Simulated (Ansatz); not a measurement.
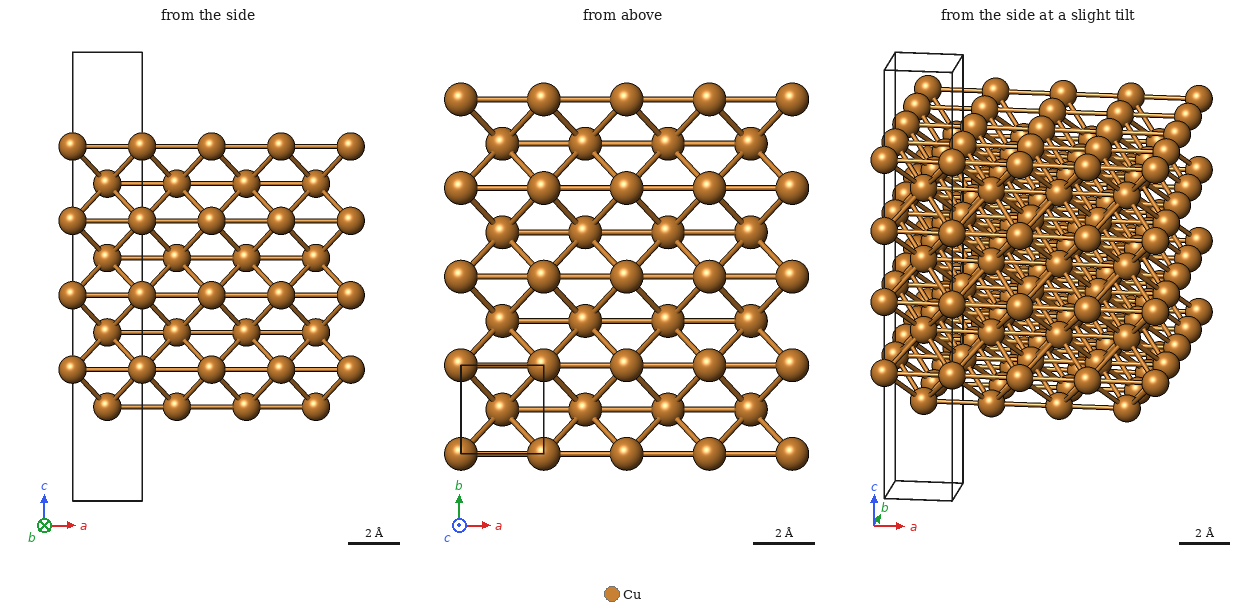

A ball-and-stick picture of a periodic slab, seen from the side, from above and from the side at a slight tilt. The surface normal points up in side views; the box is the simulation cell. 4×4 cells are drawn in the plane, with atoms at the edges repeated.

The cell holds 8 Cu.

Question: Estimate the thickness.

Answer: About 10 Å from the lowest to the highest atom, with about 7 Å of vacuum to the next image.

Question: Write the layer sequence, upper face first.

Answer: Eight planes: Cu / Cu / Cu / Cu / Cu / Cu / Cu / Cu.

Origin of the cell: a structure listed in the Materials Project. The cell was then strained or its atoms displaced on purpose. It went into a calculation with Ansatz.
